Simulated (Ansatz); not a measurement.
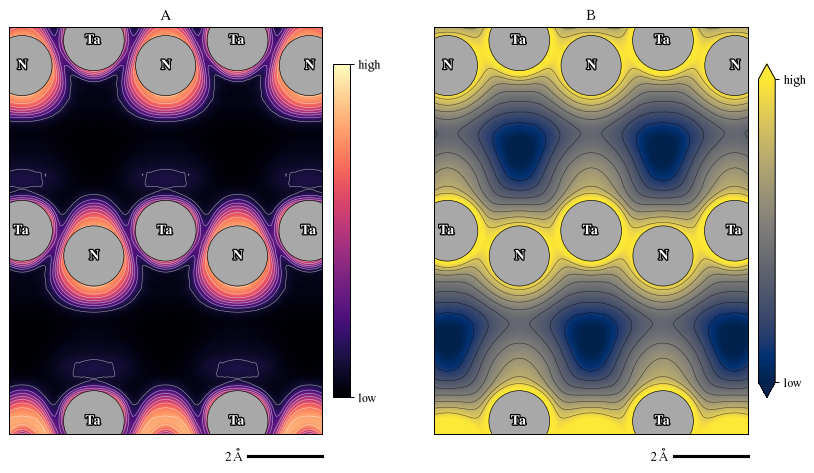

Ta3N5: 2 fields on the (001) plane of the conventional cell, with unlabelled colour scales. Grey discs cover the atomic cores.

Space group Cmcm; a structure from a database of computed crystals, not necessarily the ambient phase; started from the database structure prototype, which need not be the ambient phase.

Theory: Ansatz 0.2.0, DFT, PBE0, plane waves, PAW.

```yaml
crystal:
  lattice:
    - [3.87236, 0.00000, 0.00000]
    - [0.00000, 10.26030, 0.00000]
    - [0.00000, 0.00000, 10.29725]
  atoms:
    - { symbol: Ta, position: [0.00000, 0.80325, 0.25000] }
    - { symbol: Ta, position: [0.50000, 0.30325, 0.25000] }
    - { symbol: Ta, position: [0.00000, 0.13334, 0.44001] }
    - { symbol: Ta, position: [0.50000, 0.63334, 0.44001] }
    - { symbol: Ta, position: [0.00000, 0.86666, 0.55999] }
    - { symbol: Ta, position: [0.50000, 0.36666, 0.55999] }
    - { symbol: Ta, position: [0.00000, 0.86666, 0.94001] }
    - { symbol: Ta, position: [0.50000, 0.36666, 0.94001] }
    - { symbol: Ta, position: [0.00000, 0.19675, 0.75000] }
    - { symbol: Ta, position: [0.50000, 0.69675, 0.75000] }
    - { symbol: Ta, position: [0.00000, 0.13334, 0.05999] }
    - { symbol: Ta, position: [0.50000, 0.63334, 0.05999] }
    - { symbol: N, position: [0.00000, 0.95302, 0.38126] }
    - { symbol: N, position: [0.50000, 0.45302, 0.38126] }
    - { symbol: N, position: [0.00000, 0.30790, 0.57408] }
    - { symbol: N, position: [0.50000, 0.80790, 0.57408] }
    - { symbol: N, position: [0.00000, 0.69210, 0.42592] }
    - { symbol: N, position: [0.50000, 0.19210, 0.42592] }
    - { symbol: N, position: [0.00000, 0.30790, 0.92592] }
    - { symbol: N, position: [0.50000, 0.80790, 0.92592] }
    - { symbol: N, position: [0.00000, 0.76304, 0.75000] }
    - { symbol: N, position: [0.50000, 0.26304, 0.75000] }
    - { symbol: N, position: [0.00000, 0.69210, 0.07408] }
    - { symbol: N, position: [0.50000, 0.19210, 0.07408] }
    - { symbol: N, position: [0.00000, 0.95302, 0.11874] }
    - { symbol: N, position: [0.50000, 0.45302, 0.11874] }
    - { symbol: N, position: [0.00000, 0.04698, 0.88126] }
    - { symbol: N, position: [0.50000, 0.54698, 0.88126] }
    - { symbol: N, position: [0.00000, 0.23696, 0.25000] }
    - { symbol: N, position: [0.50000, 0.73696, 0.25000] }
    - { symbol: N, position: [0.00000, 0.04698, 0.61874] }
    - { symbol: N, position: [0.50000, 0.54698, 0.61874] }
```

### Which field does each panel show? The fields are: electron localisation function and valence pseudo-density.

Panel A: electron localisation function. Panel B: valence pseudo-density. From the grid: Ta–N (2.05 Å): ρ is about 0.85 e/Å³ halfway; the ELF peaks at about 0.85 in the valence shell of N, 0.6 Å from its nucleus, and is about 0.30 at the midpoint (no localised pair shows between them).
